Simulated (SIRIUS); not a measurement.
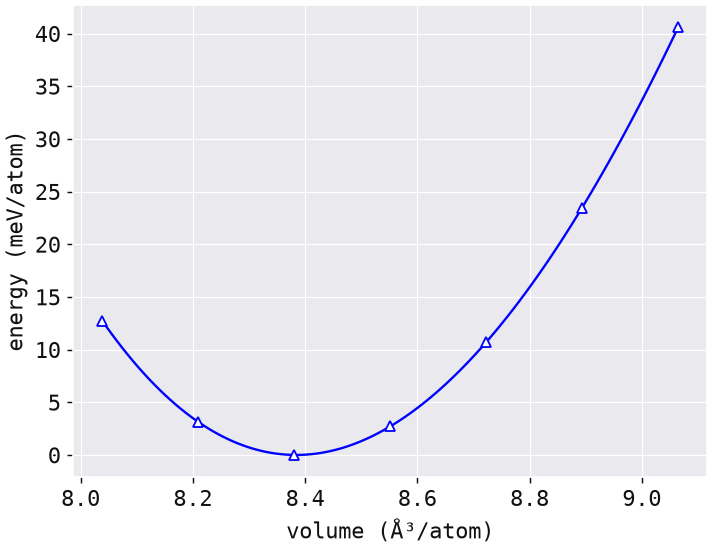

The picture above shows the energy against volume.

How it was computed, with SIRIUS 7.12.0: all-electron LAPW DFT, no spin polarisation; energies at scaled volumes of the given cell, shape and fractions fixed, counted from the fit's minimum, third-order Birch-Murnaghan fit. Level: PBEsol.

Question: For which of these solids was it computed?
A. TiB₂, P6/mmm (No. 191)
B. Sn, I4_1/amd (No. 141)
C. Al, Fm-3m (No. 225)
D. MoS₂, R3m (No. 160)

Answer: A, TiB₂: energy from −0.03 meV/atom to 40.68 meV/atom, V0 8.384 Å³/atom, B0 268 GPa. The others give: MoS₂, energy from 0.01 meV/atom to 37.04 meV/atom, V0 17.77 Å³/atom, B0 155 GPa; Sn, energy from 0.37 meV/atom to 33.47 meV/atom, V0 26.86 Å³/atom, B0 57.5 GPa; Al, energy from 0.07 meV/atom to 26.95 meV/atom, V0 16.2 Å³/atom, B0 83.1 GPa.

For MoS₂, limits of the calculation: shape and atomic fractions are frozen while scaling, which makes layered, chain and framework solids too stiff.

For Sn, limits of the calculation: shape and atomic fractions are frozen while scaling, which makes layered, chain and framework solids too stiff.

For TiB₂, limits of the calculation: shape and atomic fractions are frozen while scaling, which makes layered, chain and framework solids too stiff.
